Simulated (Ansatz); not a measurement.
Start from this file.

```
CELL_PARAMETERS angstrom
4.60136 0.00000 0.00000
0.00000 2.78936 0.00000
-1.35645 0.00000 3.88084
ATOMIC_POSITIONS crystal
Al 0.00000 0.00000 0.00000
Ni 0.50000 0.00000 0.50000
Al 0.50000 0.50000 0.00000
Ni 0.00000 0.50000 0.50000
```

Question: What would you see if this were drawn?

Answer: The material is AlNi. It belongs to space group C2/m (No. 12) and has a base-centred monoclinic lattice. Atoms per cell: 4 (2 Al, 2 Ni).

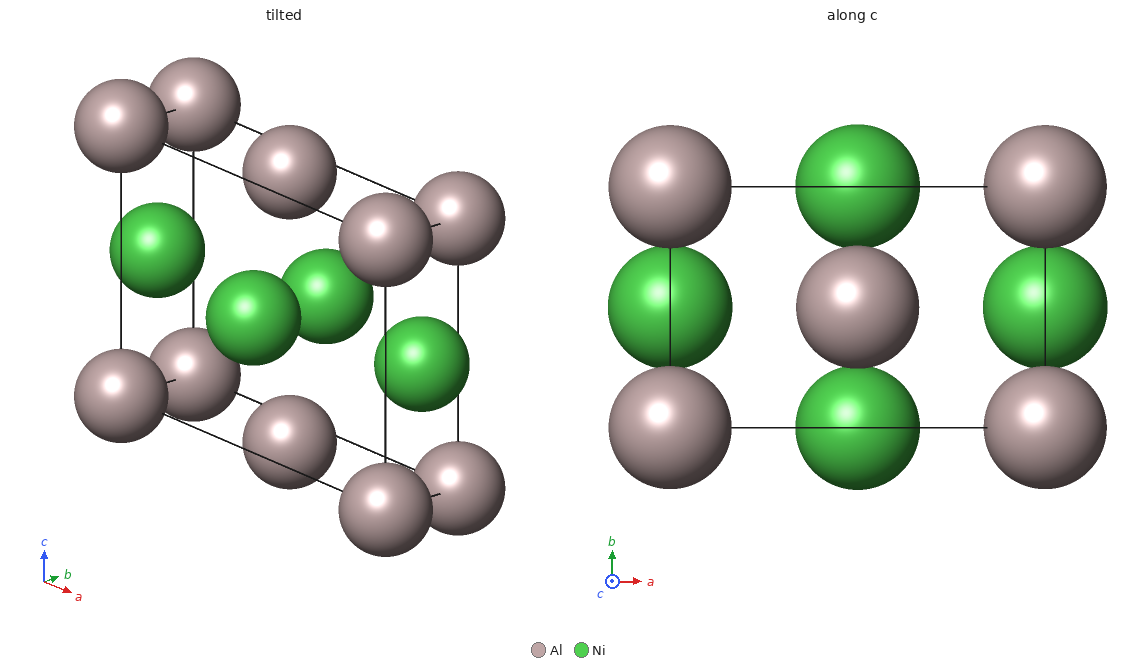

We look at a spheres-only model of the crystal slightly off an axis and along the c axis. The lines enclose the conventional unit cell; boundary atoms appear with their images. Colours: aluminium light grey, nickel green.

The structure comes from a structure listed in the Materials Project. Earlier steps of the study may have refined or changed the cell and positions. It was the input of a calculation with Ansatz.
